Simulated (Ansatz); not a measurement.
# Ga₄O: what the fields show

```
Ga O
1.0
     4.85300    0.00000    0.00000
     0.00000    4.85300    0.00000
     0.00000    0.00000    4.85300
Ga O
4 1
Direct
  0.50000 0.50000 0.50000
  0.00000 0.50000 0.50000
  0.50000 0.00000 0.50000
  0.50000 0.50000 0.00000
  0.00000 0.00000 0.00000
```

Space group Pm-3m; a structure generated by program, which may or may not match a known phase.

Theory: DFT PBE, scalar-relativistic, plane waves, PAW (Ansatz).

In a PAW calculation such maps are meaningful between the atoms, not at the nuclei.

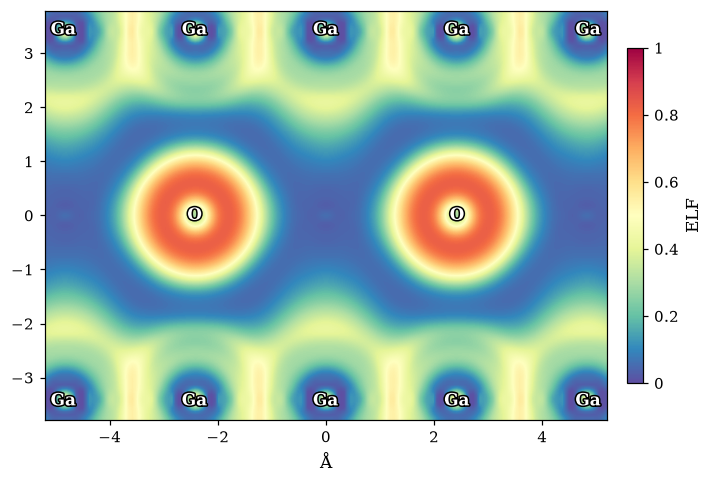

Figure 1. Electron localisation function on the (110) plane of the conventional cell.

What does the map show?

The plane passes through Ga and O nuclei.
Ga–Ga (2.43 Å): the ELF reaches about 0.55 near the midpoint.
Ga–O (3.43 Å): the ELF is about 0.10 at the midpoint: no localised pair shows between them.
The features right at Ga lie inside the PAW spheres, where the map follows smoothed inner orbitals and isn't to be read closely.

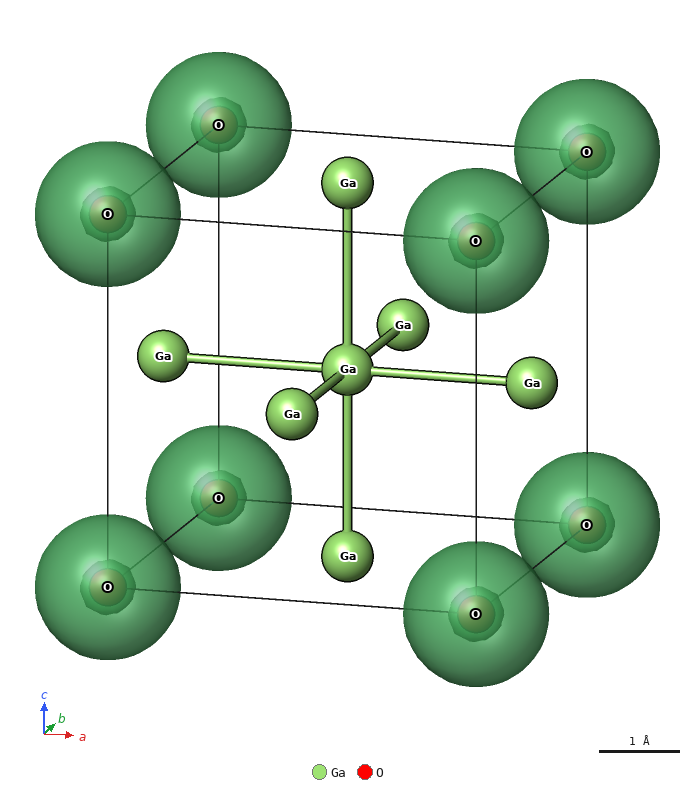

Figure 2. Isosurface of the ELF at 0.7 (green), seen slightly off an axis. Only the valence region is drawn (cores and ρ < 0.01 e/Å³ removed). Sticks mark near contacts.

Identify the bonds, lone pairs and shells in this picture.

At this value the surface marks out one region wrapped around O (its valence shell), counted in one cell of 5 atoms. Any copies at cell faces, edges or corners count once.

Metal or insulator at this level of theory?

It is metallic or semimetallic at this level of theory: no gap opens.
